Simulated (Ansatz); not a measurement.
# Geometry relaxation, with input and output: CoSi$_{2}$ (part 1 of 2)

The run: geometry relaxation of CoSi$_{2}$ (slab, 6 atoms in the cell). Method and program: DFT PBE+D3(BJ), scalar-relativistic, plane waves, PAW, PAW set soft_1, no spin polarisation (Ansatz 0.2.0).

The structure derives from an entry of the Crystallography Open Database. The input holds or restrains some coordinates. Forces given for the steps count only the free coordinates. Figures and captions count atoms from 1; the log counts them from 0 in places.

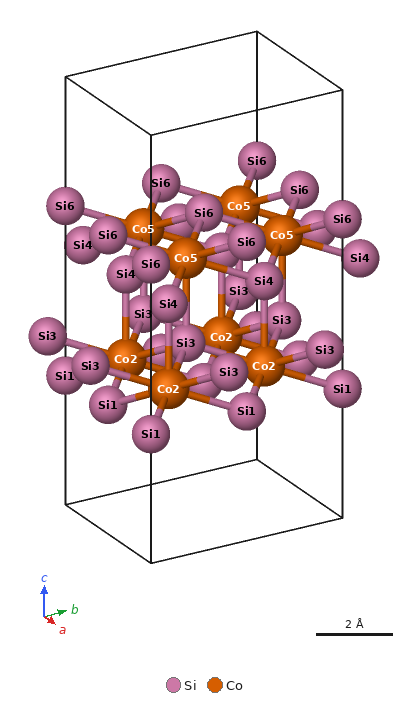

Figure 1. The structure as given in the input (ball-and-stick view of the 2 × 2 repeat of the cell, with the vacuum cut short, seen slightly off an axis; bonded neighbours outside the cell are drawn too; atoms are numbered from 1 in the order of the input). An atom can appear more than once, as a periodic image. Near neighbours in the periodic cell (some may lie outside the picture): Si has 3 Co at 2.30 Å; Co has 7 Si at 2.30 Å; Si has 4 Co at 2.30 Å.

Summary:

- outcome: converged under the restraints of the input
- electrons treated: 50
- free energy: −12797.9755 eV
- work function, top face: 5.05 eV
- work function, bottom face: 4.93 eV
- Fermi energy: 1.039 eV
- gap on the k-point mesh: none (metallic)
- final volume: 226.56 Å³
- work function (upper face): 5.05 eV
- largest force (length of the vector) at the end, held atoms and coordinates included: 0.639 eV/Å
- hardware: 1 thread of Arm Neoverse V2, 24 GiB of memory available, shared host
- wall time: 31 s
- peak memory: 0.41 GiB

Notes:

The run has no spin polarisation, so a magnetic state may lie lower.

Input:
```yaml
crystal:
  lattice:
    - [3.7509472838, 0.0, 0.0]
    - [-1.8754736419, 3.2484156361, 0.0]
    - [0.0, 0.0, 18.5939534487]
  atoms:
    - { symbol: Si, position: [0.0, 0.0, 0.376466469] }
    - { symbol: Co, position: [0.6666666667, 0.3333333333, 0.4176443127] }
    - { symbol: Si, position: [0.3333333333, 0.6666666667, 0.4588221563] }
    - { symbol: Si, position: [0.6666666667, 0.3333333333, 0.5411778437] }
    - { symbol: Co, position: [0.3333333333, 0.6666666667, 0.5823556873] }
    - { symbol: Si, position: [0.0, 0.0, 0.623533531] }
basis:
  ecutwfc: 420
kpoints:
  mp_grid: { grid: [9, 9, 1] }
hamiltonian:
  xc: pbe
  pseudopotentials: { kind: paw, azcp: { folder: soft_1 } }
  dispersion: d3bj
scf:
  occupations: { method: gaussian, width: 0.1 }
output:
  forces: true
  eigenvalues: true
relax:
  adjacent_minimum: "off"
  f_tol: 0.03
  max_steps: 50
  constraints: [{ sites: [0, 1, 2] }]
efield:
  axis: 3
  dipole_correction: true
  ramp_width: 0.04
```

Command:
```bash
ansatz run input.yaml --threads 1 --pin off --max-ram 3072MiB --backend cpu --events-out ev --progress --plain --runs-dir out
```

The program's output:
```
Engine: ansatz 0.2.0, aarch64-unknown-linux-gnu
Pseudopotentials: kind: paw
Pseudopotential: Si, paw, valence charge 4, recommended cutoff 420 eV (normal), [file]
Pseudopotential: Co, paw, valence charge 17, recommended cutoff 420 eV (normal), [file]
Functional definition: PBE
  parameter kappa = 0.804
  parameter beta = 0.06672455060314922
  exchange = pbe_x(kappa = kappa, mu = beta*pi^2/3)
  correlation = pbe_c(beta = beta)
Crystal: 6 atoms, lattice volume = 226.561 Å³
Basis set: ecut = 420 eV, 4443 PW (Γ), exchange–correlation on 54×54×250 points (8 copies of the dense FFT grid, shifted against one another)
Bands: 31, of which v1, the nominal top of the filled ones, is band 25 counted from 1 (24 counted from 0)
Symmetry: 6 space group operations
k-points: 12 of 81 (time reversal used)
Non-local potential: Si, projectors of the file, l = 0: 2, l = 1: 2, l = 2: 1
Non-local potential: Co, projectors of the file, l = 0: 3, l = 1: 2, l = 2: 3, l = 3: 1
PAW form: soft (Blöchl's): semilocal exchange-correlation on the pseudo side does not see the compensation charge
PAW one-centre angular grid: Si, 110 points (default); XC on 64 Gauss nodes
PAW one-centre angular grid: Co, 590 points (default); XC on 64 Gauss nodes
Initial density: superposition of atomic densities (neutral atoms: chi_scale 0, normalization atom)
Initial wavefunctions: pseudopotential atomic-orbital guess
Functional: x = pbe(κ = 0.804, μ = 0.2195149727645171), c = pbe(β = 0.06672455060314922)
SCF iter   1: F=—  HF=-12802.267467 eV  |F-HF|=—  |Δ(HF+E_count)|=         —  Δρ=1.07e-1  dr2=3.49e1  ethr=3.10e-3  p=-0.000 e·Å  D=-1.06e-14 V/Å  ΔV_dip=0.00 eV  dr2_dipole=3.90e-7  V_vac-E_F(+/−)=8.48/8.48 eV  ⟨swp⟩=10.2  Hψ=2228  notcnv=0
efield: sawtooth ramp at fractional position 0.9800 (placed from the atoms, in the widest stretch of the axis that holds none; the zero of the levels goes with the place), width 0.0400; the density the first Hamiltonian is built on has a dipole p = -0.000 e·Å; the dipole correction subtracts the counter field D = -1.06e-14 V/Å, which shifts the + side's vacuum level by +0.00 eV against the − side's; the planar-averaged density in the ramp window peaks in size at 7.7e-7 e/Å³
preconditioner: auto → LDOS  [metal: Δε(μ)=0.121 eV  Ē_g=7.042 eV  σ=0.100 eV  W_gap=0.48  n_scr=42 (ndim 8)  ℏωp=14.4 eV  f_vac=0.551  D(μ)=4.23/eV (n_scr^D=10)  β→1.0]
SCF iter   2: F=—  HF=-12801.179202 eV  |F-HF|=—  |Δ(HF+E_count)|=    1.09e0  Δρ=1.61e-1  dr2=3.93e1  ethr=3.10e-3  p=0.000 e·Å  D=5.83e-5 V/Å  ΔV_dip=-0.00 eV  dr2_dipole=3.80e-5  V_vac-E_F(+/−)=4.68/4.68 eV  ⟨swp⟩=4.8  Hψ=1072  notcnv=0  defer=15
SCF iter   3: F=—  HF=-12797.944853 eV  |F-HF|=—  |Δ(HF+E_count)|=    3.23e0  Δρ=2.17e-2  dr2=6.73e-1  ethr=3.10e-3  p=0.000 e·Å  D=2.36e-5 V/Å  ΔV_dip=-0.00 eV  dr2_dipole=3.04e-6  V_vac-E_F(+/−)=5.54/5.54 eV  ⟨swp⟩=3.6  Hψ=921  notcnv=0  defer=15
SCF iter   4: F=—  HF=-12797.942917 eV  |F-HF|=—  |Δ(HF+E_count)|=   1.94e-3  Δρ=6.42e-3  dr2=8.15e-2  ethr=1.35e-3  p=0.000 e·Å  D=2.17e-6 V/Å  ΔV_dip=-0.00 eV  dr2_dipole=1.75e-6  V_vac-E_F(+/−)=5.21/5.21 eV  ⟨swp⟩=2.3  Hψ=664  notcnv=0  defer=15
SCF iter   5: F=—  HF=-12797.952608 eV  |F-HF|=—  |Δ(HF+E_count)|=   9.69e-3  Δρ=3.91e-3  dr2=2.93e-2  ethr=1.63e-4  p=-0.000 e·Å  D=-7.73e-6 V/Å  ΔV_dip=0.00 eV  dr2_dipole=1.22e-6  V_vac-E_F(+/−)=4.99/4.99 eV  ⟨swp⟩=2.2  Hψ=537  notcnv=0  defer=15
SCF iter   6: F=—  HF=-12797.951685 eV  |F-HF|=—  |Δ(HF+E_count)|=   9.23e-4  Δρ=5.27e-4  dr2=6.73e-4  ethr=5.86e-5  p=-0.000 e·Å  D=-1.56e-6 V/Å  ΔV_dip=0.00 eV  dr2_dipole=6.05e-8  V_vac-E_F(+/−)=4.98/4.98 eV  ⟨swp⟩=2.1  Hψ=501  notcnv=0  defer=15
SCF iter   7: F=—  HF=-12797.951709 eV  |F-HF|=—  |Δ(HF+E_count)|=   2.31e-5  Δρ=2.50e-4  dr2=1.07e-4  ethr=1.35e-6  p=-0.000 e·Å  D=-6.85e-6 V/Å  ΔV_dip=0.00 eV  dr2_dipole=1.39e-6  V_vac-E_F(+/−)=4.95/4.95 eV  ⟨swp⟩=2.3  Hψ=649  notcnv=0  defer=15
SCF iter   8: F=—  HF=-12797.951703 eV  |F-HF|=—  |Δ(HF+E_count)|=   5.78e-6  Δρ=1.06e-4  dr2=2.05e-5  ethr=4.50e-8  p=0.000 e·Å  D=3.34e-6 V/Å  ΔV_dip=-0.00 eV  dr2_dipole=3.98e-7  V_vac-E_F(+/−)=4.95/4.95 eV  ⟨swp⟩=14.9  Hψ=2477  notcnv=0
SCF iter   9: F=-12797.951703 eV  HF=-12797.951703 eV  |F-HF|=3.16e-7  |Δ(HF+E_count)|=   2.88e-7  Δρ=2.02e-5  dr2=1.35e-6  ethr=4.10e-8  p=-0.000 e·Å  D=-1.06e-6 V/Å  ΔV_dip=0.00 eV  dr2_dipole=4.95e-9  V_vac-E_F(+/−)=4.95/4.95 eV  ⟨swp⟩=6.6  Hψ=1495  notcnv=0
SCF 1 converged in 9 iterations: F = -12797.951703 eV  dr2 = 1.35e-6
  greatest PAW one-centre occupation: 1.000 electrons in one spin orbital (limit 2), on the Co atom at site 4 (counted from 0), in its partial waves of l = 1
relax step   1: F+E_penalty+E_count = -12797.95170276 eV  Δ(F+E_penalty+E_count) = +0.000e0 eV  max|allowed force component| = 5.793e-1 eV/Å  Δτ_max = 0.0000 Å  (9 SCF iters, dr2 threshold 2.25e-5 eV, accepted)
Initial density: handed on by an earlier stage of this run
Initial wavefunctions: those handed on with the density
iter 1 solved again at ethr=1.49e-5 eV; its pass at ethr=3.10e-3 eV (dr2=7.44e-3 eV) is discarded
SCF iter   1: F=—  HF=-12797.969566 eV  |F-HF|=—  |Δ(HF+E_count)|=         —  Δρ=9.64e-4  dr2=7.85e-3  ethr=1.49e-5  p=-0.000 e·Å  D=-1.07e-6 V/Å  ΔV_dip=0.00 eV  dr2_dipole=2.63e-3  V_vac-E_F(+/−)=4.96/4.96 eV  ⟨swp⟩=2.0  Hψ=1265  notcnv=0  defer=15
efield: sawtooth ramp at fractional position 0.9800 (handed on by an earlier solve), width 0.0400; the density the first Hamiltonian is built on has a dipole p = -0.000 e·Å; the dipole correction subtracts the counter field D = -1.07e-6 V/Å, which shifts the + side's vacuum level by +0.00 eV against the − side's; the planar-averaged density in the ramp window peaks in size at 7.6e-7 e/Å³
preconditioner: auto → LDOS  [metal: Δε(μ)=0.014 eV  Ē_g=6.313 eV  σ=0.100 eV  W_gap=0.08  n_scr=42 (ndim 8)  ℏωp=14.4 eV  f_vac=0.568  D(μ)=4.39/eV (n_scr^D=10)  β→1.0]
SCF iter   2: F=—  HF=-12797.969026 eV  |F-HF|=—  |Δ(HF+E_count)|=   5.41e-4  Δρ=3.18e-4  dr2=4.53e-4  ethr=1.49e-5  p=-0.004 e·Å  D=-2.88e-3 V/Å  ΔV_dip=0.05 eV  dr2_dipole=9.36e-5  V_vac-E_F(+/−)=4.99/4.94 eV  ⟨swp⟩=1.9  Hψ=481  notcnv=0  defer=15
SCF iter   3: F=—  HF=-12797.969102 eV  |F-HF|=—  |Δ(HF+E_count)|=   7.63e-5  Δρ=4.99e-4  dr2=4.51e-4  ethr=9.05e-7  p=-0.004 e·Å  D=-3.40e-3 V/Å  ΔV_dip=0.06 eV  dr2_dipole=2.51e-5  V_vac-E_F(+/−)=5.00/4.94 eV  ⟨swp⟩=2.6  Hψ=719  notcnv=0  defer=15
SCF iter   4: F=—  HF=-12797.969051 eV  |F-HF|=—  |Δ(HF+E_count)|=   5.10e-5  Δρ=1.37e-4  dr2=2.59e-5  ethr=9.02e-7  p=-0.004 e·Å  D=-3.52e-3 V/Å  ΔV_dip=0.07 eV  dr2_dipole=1.22e-7  V_vac-E_F(+/−)=5.00/4.94 eV  ⟨swp⟩=2.0  Hψ=479  notcnv=0  defer=15
SCF iter   5: F=-12797.969065 eV  HF=-12797.969063 eV  |F-HF|=1.99e-6  |Δ(HF+E_count)|=   1.22e-5  Δρ=1.94e-5  dr2=1.41e-6  ethr=4.19e-8  p=-0.004 e·Å  D=-3.54e-3 V/Å  ΔV_dip=0.07 eV  dr2_dipole=2.05e-7  V_vac-E_F(+/−)=5.00/4.94 eV  ⟨swp⟩=13.5  Hψ=1940  notcnv=0
SCF 2 converged in 5 iterations: F = -12797.969065 eV  dr2 = 1.41e-6
relax step   2: F+E_penalty+E_count = -12797.96906512 eV  Δ(F+E_penalty+E_count) = -1.736e-2 eV  max|allowed force component| = 3.058e-1 eV/Å  Δτ_max = 0.0374 Å  (5 SCF iters, dr2 threshold 2.10e-5 eV, accepted)
SCF iter   1: F=—  HF=-12797.976180 eV  |F-HF|=—  |Δ(HF+E_count)|=         —  Δρ=8.38e-4  dr2=3.81e-3  ethr=1.41e-4  p=-0.004 e·Å  D=-3.54e-3 V/Å  ΔV_dip=0.07 eV  dr2_dipole=1.12e-3  V_vac-E_F(+/−)=5.01/4.94 eV  ⟨swp⟩=2.4  Hψ=836  notcnv=0  defer=15
efield: sawtooth ramp at fractional position 0.9800 (handed on by an earlier solve), width 0.0400; the density the first Hamiltonian is built on has a dipole p = -0.004 e·Å; the dipole correction subtracts the counter field D = -3.54e-3 V/Å, which shifts the + side's vacuum level by +0.07 eV against the − side's; the planar-averaged density in the ramp window peaks in size at 6.4e-7 e/Å³
preconditioner: auto → LDOS  [metal: Δε(μ)=0.053 eV  Ē_g=6.335 eV  σ=0.100 eV  W_gap=0.29  n_scr=42 (ndim 8)  ℏωp=14.4 eV  f_vac=0.569  D(μ)=4.22/eV (n_scr^D=10)  β→1.0]
SCF iter   2: F=—  HF=-12797.975548 eV  |F-HF|=—  |Δ(HF+E_count)|=   6.32e-4  Δρ=3.85e-4  dr2=3.55e-4  ethr=7.63e-6  p=-0.008 e·Å  D=-6.07e-3 V/Å  ΔV_dip=0.11 eV  dr2_dipole=1.06e-5  V_vac-E_F(+/−)=5.04/4.93 eV  ⟨swp⟩=2.2  Hψ=698  notcnv=0  defer=15
SCF iter   3: F=—  HF=-12797.975503 eV  |F-HF|=—  |Δ(HF+E_count)|=   4.44e-5  Δρ=4.83e-4  dr2=4.54e-4  ethr=7.11e-7  p=-0.008 e·Å  D=-6.23e-3 V/Å  ΔV_dip=0.12 eV  dr2_dipole=3.62e-5  V_vac-E_F(+/−)=5.05/4.93 eV  ⟨swp⟩=2.3  Hψ=639  notcnv=0  defer=15
SCF iter   4: F=—  HF=-12797.975465 eV  |F-HF|=—  |Δ(HF+E_count)|=   3.84e-5  Δρ=1.40e-4  dr2=3.02e-5  ethr=7.11e-7  p=-0.008 e·Å  D=-6.42e-3 V/Å  ΔV_dip=0.12 eV  dr2_dipole=1.95e-7  V_vac-E_F(+/−)=5.05/4.93 eV  ⟨swp⟩=2.2  Hψ=536  notcnv=0  defer=15
SCF iter   5: F=-12797.975470 eV  HF=-12797.975472 eV  |F-HF|=1.46e-6  |Δ(HF+E_count)|=   6.68e-6  Δρ=2.87e-5  dr2=2.53e-6  ethr=1.17e-8  p=-0.008 e·Å  D=-6.49e-3 V/Å  ΔV_dip=0.12 eV  dr2_dipole=2.72e-7  V_vac-E_F(+/−)=5.05/4.93 eV  ⟨swp⟩=12.6  Hψ=2274  notcnv=0
SCF 3 converged in 5 iterations: F = -12797.975470 eV  dr2 = 2.53e-6
relax step   3: F+E_penalty+E_count = -12797.97547016 eV  Δ(F+E_penalty+E_count) = -6.405e-3 eV  max|allowed force component| = 2.632e-2 eV/Å  Δτ_max = 0.0331 Å  (5 SCF iters, dr2 threshold 5.84e-6 eV, accepted)
iter 1 solved again at ethr=5.12e-9 eV; its pass at ethr=3.10e-3 eV (dr2=2.56e-6 eV) is discarded
```
